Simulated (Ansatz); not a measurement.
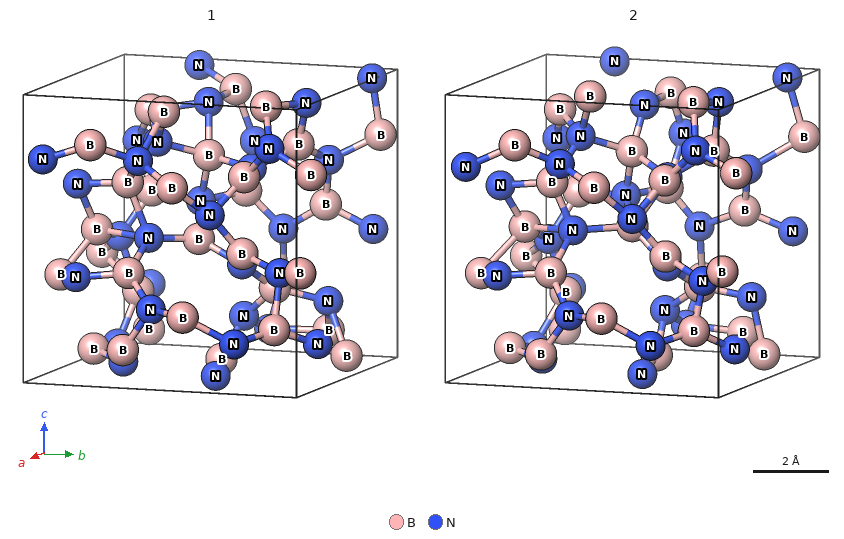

Two geometries of an amorphous cell of composition B32N32, drawn at one scale. One is the start of a relaxation, the other its converged end. Style: ball-and-stick. Shown: the cell of the calculation (origin shifted), slightly off an axis.

All numbers below come from DFT, PBEsol, PAW, plane waves in Ansatz. (plane-wave cutoff 420 eV; k-point mesh 1 × 1 × 1; no spin polarisation; atoms relaxed in a fixed cell; force threshold 0.03 eV/Å; at most 80 steps)

Question: Which geometry has the lower energy?

Answer: Structure 1 is the relaxed one. A B atom moves most: 0.51 Å along [0 −1 −1]. By element the largest moves are B 0.51 Å, N 0.44 Å. The cell stays as it was. Some distances before and after: B–N 1.696 → 2.460 Å, B–N 2.310 → 1.580 Å, B–N 2.519 → 1.805 Å, B–N 2.325 → 1.658 Å. New bonds form: B–N (2.23 → 1.68 Å), B–N (2.31 → 1.58 Å), B–N (2.33 → 1.66 Å), B–N (2.52 → 1.80 Å). Bonds break: B–N (1.70 → 2.46 Å). Among the angles between lasting bonds that change: B–N–B 96.3° → 124.3°, N–B–N 132.1° → 111.2°, B–N–B 111.9° → 91.4°. Over 12 geometry steps the energy falls by 128 meV per atom. Largest force component: 5 eV/Å at the start, 0.021 eV/Å at the end.

Limits of the set-up: the periodic images lie only 7.9 Å apart, so the values are limited by the cell's size.
